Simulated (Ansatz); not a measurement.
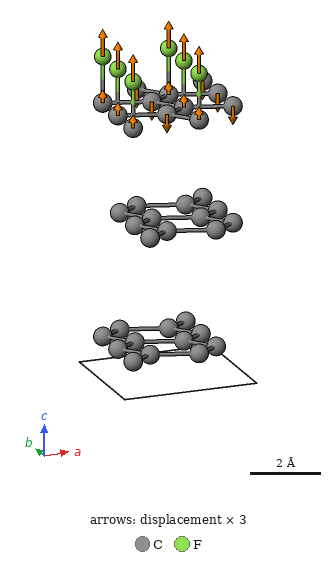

This is a constrained relaxation of a slab of composition C6F (cut from the C2/m phase). The starting structure is drawn; orange arrows show the displacements, magnified 3 times.

A ball-and-stick model of the 2 × 3 repeat of the cell, outlined in the plane, without the vacuum, seen slightly off an axis.

Case: F put at a top C site. The slab is the (0 0 1) face of C with F on it. 2 atoms are held fixed.

These are results of Ansatz, DFT PBE+D3(BJ), scalar-relativistic, plane waves, PAW, not measurements.

The input:
```yaml
crystal:
  lattice:
    - [2.4649373942, 0.0, 0.0]
    - [1.2324826688, 2.1346903355, 0.0]
    - [0.0, 0.0, 25.748660793]
  atoms:
    - { symbol: C, position: [0.1656238015, 0.1656238015, 0.3301142559] }
    - { symbol: C, position: [0.4989565371, 0.4989565371, 0.3301441472] }
    - { symbol: C, position: [0.4979139708, 0.4979139708, 0.4611480831] }
    - { symbol: C, position: [0.8312467065, 0.8312467065, 0.4611779744] }
    - { symbol: C, position: [0.8302041402, 0.8302041402, 0.5921819102] }
    - { symbol: C, position: [0.1635368758, 0.1635368758, 0.5922118015] }
    - { symbol: F, position: [0.1635368758, 0.1635368758, 0.644253343], spin: 1.0 }
basis:
  ecutwfc: 420
kpoints:
  mp_grid: { grid: [12, 12, 1] }
hamiltonian:
  xc: pbe
  dispersion: d3bj
scf:
  occupations: { method: gaussian, width: 0.05 }
output:
  forces: true
  eigenvalues: true
  populations: true
magnetization:
  spin_polarized: true
relax:
  adjacent_minimum: "off"
  f_tol: 0.03
  max_steps: 70
  constraints: [{ sites: [0, 1] }]
efield:
  axis: 3
  dipole_correction: true
  ramp_width: 0.04
```

Command:
```bash
ansatz run input.yaml --threads 1 --pin off --max-ram 2560MiB --backend cpu --events-out ev --progress --plain --runs-dir out
```

Q: What happened in the run?

A: After 4 accepted moves (5 points after the start) the energy has fallen by 2.061 eV per cell of the calculation. Largest force component: 11 eV/Å at the start, 0.0031 eV/Å at the end. 1 step only repeated the SCF at the same geometry. The atom that moves furthest is F7 (0.27 Å along the normal (+c)). By element the largest moves are F 0.27 Å, C 0.19 Å. The lattice vectors keep their values. Some distances before and after: C6–F7 1.340 → 1.474 Å, C5–C6 1.423 → 1.459 Å. Bond angles that change, for instance: C5–C6–F7 90.0° → 102.8°, C6–C5–C6 120.0° → 115.2°. The run may lie on a higher electronic state than the lowest, so the end point isn't shown to be the ground-state structure.

Limits of the set-up: the periodic images lie only 2.5 Å apart, so the values are limited by the cell's size.
